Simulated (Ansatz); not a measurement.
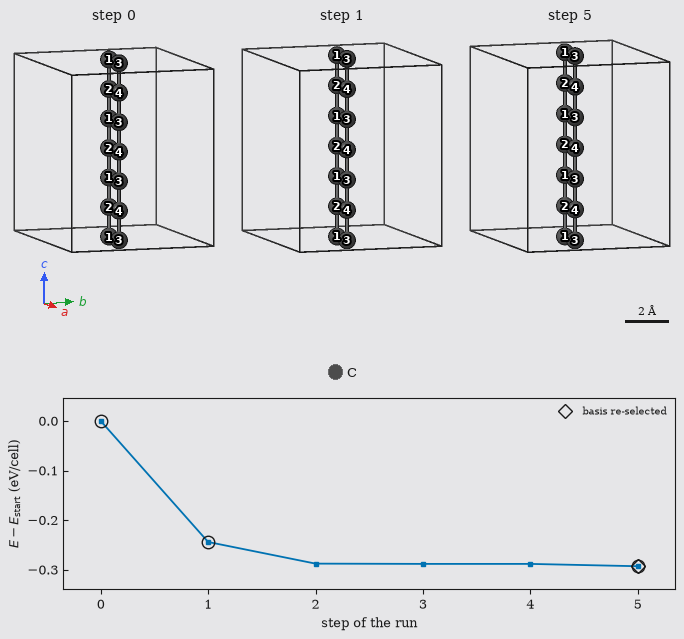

Frames of a relaxation of a wire of composition C, marked on the history of the run. A ball-and-stick model of the 3 repeat of the cell, with the vacuum cut short, seen slightly off an axis.

Case: ladder chain of atoms.

These are results of DFT PBE, scalar-relativistic, plane waves, PAW in Ansatz, not measurements.

Input
```yaml
crystal:
  lattice:
    - [10.5, 0.0, 0.0]
    - [0.0, 9.3, 0.0]
    - [0.0, 0.0, 2.7836882773]
  atoms:
    - { symbol: C, position: [0.4304077931, 0.5, 0.0], spin: 0.5 }
    - { symbol: C, position: [0.4304077931, 0.5, 0.5], spin: 0.5 }
    - { symbol: C, position: [0.5695922069, 0.5, 0.0], spin: 0.5 }
    - { symbol: C, position: [0.5695922069, 0.5, 0.5], spin: 0.5 }
basis:
  ecutwfc: 420
kpoints:
  mp_grid: { grid: [1, 1, 23] }
hamiltonian:
  xc: pbe
scf:
  occupations: { method: gaussian, width: 0.05 }
output:
  forces: true
  stress: true
  eigenvalues: true
  populations: true
  write_density: true
  write_potential: true
  elf: true
  volumetric_format: npy
magnetization:
  spin_polarized: true
relax:
  adjacent_minimum: "off"
  f_tol: 0.01
  max_steps: 45
  cell: { fix: [a, b, alpha, beta, gamma], stress_tol: 0.03 }
```

Command:
```bash
ansatz run input.yaml --threads 2 --pin off --max-ram 5120MiB --backend cpu --events-out ev --progress --plain --runs-dir out
```

**What happens along the run?**

The largest moves relative to the layer's centre, 0.012 Å, are those of C1, C2, C3 and C4. Along the periodic axis the drawn cell goes c 8.351 → 8.688 Å (+4.0 %). Near-neighbour distances that change, for instance: C1–C2 1.392 → 1.448 Å, C1–C3 1.461 → 1.485 Å. After 4 accepted moves (5 points after the start) the energy has fallen by 0.293 eV per cell of the calculation. Largest force component: 0.81 eV/Å at the start, 0.0013 eV/Å at the end. The SCF was repeated once at an unchanged geometry on a basis and grid sized afresh for the cell, which shifted the energy by 4.7 meV per cell of the calculation at most. The program noted that the starting moments weren't kept. The run took 12 s on 2 threads of Intel(R) Xeon(R) 6975P-C (Granite Rapids) (shared host), peak memory 0.57 GiB. From step 0 to 1: energy −0.244 eV per cell of the calculation. From step 1 to 5: energy −48.9 meV per cell of the calculation.

```
step  E − E(0), meV/atom  largest force component, eV/Å                      note
   0                0.00                         0.8143                          
   1              -60.98                         0.4221                          
   2              -71.90                         0.0779                          
   3              -72.03                         0.0210                          
   4              -72.03                         0.0002                          
   5              -73.21                         0.0013  same geometry, new basis
```
